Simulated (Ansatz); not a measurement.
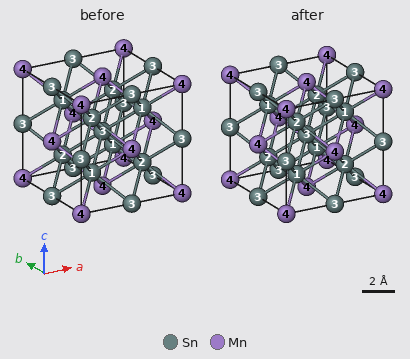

The structure of a crystal of MnSn3 (built on the BiF3 (D0_3) type) before (left) and after (right) a relaxation, at one scale.

A ball-and-stick model of the conventional cell (4 times the calculation's cell), seen from a free direction. Lengths and directions refer to the drawn axes.

Case: no spin polarisation.

Level of theory: DFT PBE, scalar-relativistic, plane waves, PAW (Ansatz).

Input file:
```yaml
crystal:
  lattice:
    - [0.0, 3.6684432068, 3.6684432068]
    - [3.6684432068, 0.0, 3.6684432068]
    - [3.6684432068, 3.6684432068, 0.0]
  atoms:
    - { symbol: Sn, position: [0.25, 0.25, 0.25] }
    - { symbol: Sn, position: [0.75, 0.75, 0.75] }
    - { symbol: Sn, position: [0.5, 0.5, 0.5] }
    - { symbol: Mn, position: [0.0, 0.0, 0.0] }
basis:
  ecutwfc: 420
kpoints:
  mp_grid: { grid: [10, 10, 10] }
hamiltonian:
  xc: pbe
scf:
  occupations: { method: gaussian, width: 0.1 }
  lower_state_search: "off"
output:
  forces: true
  stress: true
  eigenvalues: true
relax:
  adjacent_minimum: "off"
  f_tol: 0.01
  max_steps: 60
  cell: { stress_tol: 0.05 }
```

Launched with:
```bash
ansatz run input.yaml --threads 1 --pin off --max-ram 2560MiB --backend cpu --events-out ev --progress --plain --runs-dir out
```

> Summarise the run.

The atoms keep their places relative to the cell (all moves are under 0.005 Å). The volume changes by −11.5 %, with a = b = c 7.337 → 7.044 Å (−4.0 %). Some distances before and after: Sn1–Mn4 3.177 → 3.050 Å, Sn1–Sn3 3.177 → 3.050 Å. The space group stays Fm-3m (No. 225). Over 3 accepted moves (4 points after the start) the energy falls by 0.257 eV per cell of the calculation. All forces vanish by symmetry, so only the cell relaxes. Pressure: −6.42 GPa at the start and −0.03 GPa at the end. The SCF was repeated once at an unchanged geometry on a basis and grid sized afresh for the cell, which shifted the energy by 2.4 meV per cell of the calculation at most. Cost: 48 s on 1 thread of Arm Neoverse V1, with other jobs on the host, peak memory 0.45 GiB.
